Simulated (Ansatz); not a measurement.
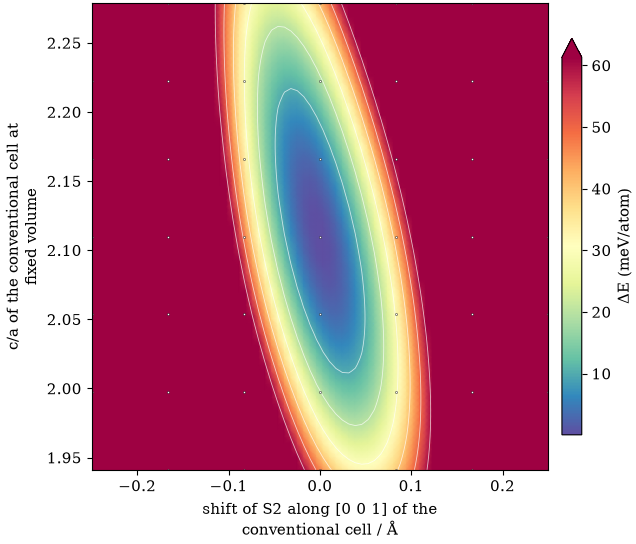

MoS₂ (P-6m2, No. 187; 3 atoms in the cell). 
- The energy is mapped over a free internal coordinate and the cell.
- Coordinates scanned: (1) shift of S2 along [0 0 1] of the conventional cell, Cartesian (0 0 1), its symmetry partners moved as symmetry demands (measured in the relaxed cell); (2) c/a of the conventional cell at fixed volume.
- Nothing is relaxed (all other coordinates fixed).
- The grid has 7 × 7 points.
- Points are written as (first, second).
- Energies are in meV/atom, from the lowest grid point.
- The band gap closes in part of the range.
- All numbers below come from DFT PBE+D3(BJ), scalar-relativistic, plane waves, PAW (Ansatz 0.2.0). Settings: cutoff 420 eV, k-mesh 12×12×4 in the order of the run's cell vectors, gaussian smearing 0.05 eV, no spin polarisation.

In the figure: a smooth colour map with a few white contour lines, dots at the grid points, one colour for all values above the top of the scale. Between grid points the surface is interpolated.

### Estimate the position of the minimum and the force constants in these coordinates.

The interpolated minimum is at the first coordinate ≈ 0.000 Å, the second coordinate ≈ 2.110. The curvatures there are about 39 eV/Å² and 9.2 eV, with a cross term of about 11 eV/Å (per cell of 3 atoms). Round the minimum the valley is strongly tilted: raising the first coordinate shifts the best value of the second coordinate downwards (coupling k₁₂/√(k₁₁k₂₂) about 0.6).
